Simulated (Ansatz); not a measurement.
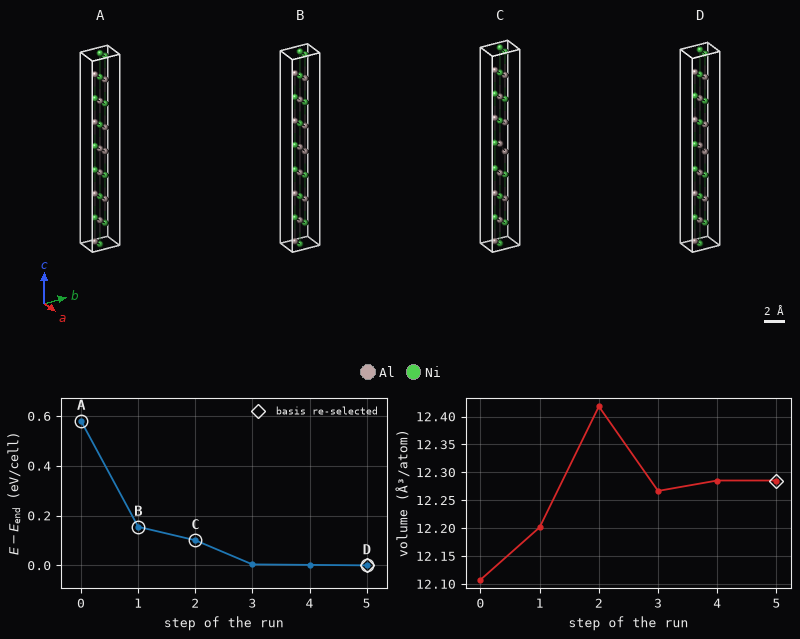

Frames of a relaxation of an interface cell of composition AlNi, marked on the history of the run. The picture is a ball-and-stick view of the cell of the calculation (origin shifted), seen slightly off an axis.

Case: antiphase boundary on (1 1 1), species swapped.

These are results of DFT PBE, scalar-relativistic, plane waves, PAW in Ansatz 0.2.0, not measurements.

Input file:
```yaml
crystal:
  lattice:
    - [4.0914379631, 0.0, 0.0]
    - [-2.0457189816, 3.5432892141, 0.0]
    - [0.0, 0.0, 20.0438706478]
  atoms:
    - { symbol: Al, position: [0.0, 0.0, 0.0] }
    - { symbol: Al, position: [0.6666666667, 0.3333333333, 0.0833333333] }
    - { symbol: Al, position: [0.3333333333, 0.6666666667, 0.1666666667] }
    - { symbol: Ni, position: [0.3333333333, 0.6666666667, 0.0416666667] }
    - { symbol: Ni, position: [0.0, 0.0, 0.125] }
    - { symbol: Ni, position: [0.6666666667, 0.3333333333, 0.2083333333] }
    - { symbol: Al, position: [0.0, 1.0, 0.25] }
    - { symbol: Al, position: [0.6666666667, 0.3333333333, 0.3333333333] }
    - { symbol: Al, position: [0.3333333333, 0.6666666667, 0.4166666667] }
    - { symbol: Ni, position: [0.3333333333, 0.6666666667, 0.2916666667] }
    - { symbol: Ni, position: [0.0, 0.0, 0.375] }
    - { symbol: Ni, position: [0.6666666667, 0.3333333333, 0.4583333333] }
    - { symbol: Ni, position: [0.0, 1.0, 0.5] }
    - { symbol: Ni, position: [0.6666666667, 0.3333333333, 0.5833333333] }
    - { symbol: Ni, position: [0.3333333333, 0.6666666667, 0.6666666667] }
    - { symbol: Al, position: [0.3333333333, 0.6666666667, 0.5416666667] }
    - { symbol: Al, position: [0.0, 0.0, 0.625] }
    - { symbol: Al, position: [0.6666666667, 0.3333333333, 0.7083333333] }
    - { symbol: Ni, position: [1.0, 0.0, 0.75] }
    - { symbol: Ni, position: [0.6666666667, 0.3333333333, 0.8333333333] }
    - { symbol: Ni, position: [0.3333333333, 0.6666666667, 0.9166666667] }
    - { symbol: Al, position: [0.3333333333, 0.6666666667, 0.7916666667] }
    - { symbol: Al, position: [0.0, 0.0, 0.875] }
    - { symbol: Al, position: [0.6666666667, 0.3333333333, 0.9583333333] }
basis:
  ecutwfc: 420
kpoints:
  mp_grid: { grid: [12, 12, 2] }
hamiltonian:
  xc: pbe
scf:
  occupations: { method: gaussian, width: 0.1 }
output:
  forces: true
  stress: true
  eigenvalues: true
  populations: true
  write_density: true
  write_potential: true
  elf: true
  volumetric_format: npy
relax:
  adjacent_minimum: "off"
  f_tol: 0.02
  max_steps: 45
  cell: { fix: [a, b, alpha, beta, gamma], stress_tol: 0.1 }
```

Run as
```bash
ansatz run input.yaml --threads 2 --pin off --max-ram 5120MiB --backend cpu --events-out ev --progress --plain --runs-dir out
```

> What happens along the run?

The largest moves relative to the cell, 0.19 Å, are those of Al1 and Al24. Al1 goes along +c. By element the largest moves are Al 0.19 Å, Ni 0.07 Å. The drawn cell changes as follows: a = b unchanged at 4.091 Å, c 20.044 → 20.338 Å (+1.5 %); the volume changes by +1.5 %. Among the contacts that change: Al1–Al23 2.505 → 2.865 Å, Al1–Al24 2.505 → 2.664 Å, Ni11–Ni13 2.505 → 2.612 Å, Ni4–Ni21 2.505 → 2.600 Å. Over 4 accepted moves (5 points after the start) the energy falls by 0.581 eV per cell of the calculation. Largest force component: 2 eV/Å at the start, 0.0054 eV/Å at the end. Pressure: 1.41 GPa at the start and −0.74 GPa at the end. The SCF was repeated once at an unchanged geometry on a basis and grid sized afresh for the cell, which shifted the energy by 1.9 meV per cell of the calculation at most. Cost: 12 min on 2 threads of AMD EPYC 7R43 64-Core Processor (Zen 3), with other jobs on the host, peak memory 1.6 GiB. From step 0 to 1: Al atoms move most (0.08 Å), volume +0.8 %, energy −0.426 eV per cell of the calculation. From step 1 to 2: Al atoms move most (0.17 Å), volume +1.8 %, energy −54.1 meV per cell of the calculation. From step 2 to 5: Al atoms move most (0.10 Å), volume −1.1 %, energy −0.101 eV per cell of the calculation.

```tsv
step	E − E(0), meV/atom	largest force component, eV/Å	pressure, GPa	volume, Å³/atom	note
0	0.00	1.9691	1.41	12.107	
1	-17.74	0.9991	0.03	12.202	
2	-20.00	0.5131	-1.82	12.418	
3	-24.04	0.0669	-0.52	12.267	
4	-24.12	0.0055	-0.75	12.285	
5	-24.20	0.0054	-0.74	12.285	same geometry, new basis
```
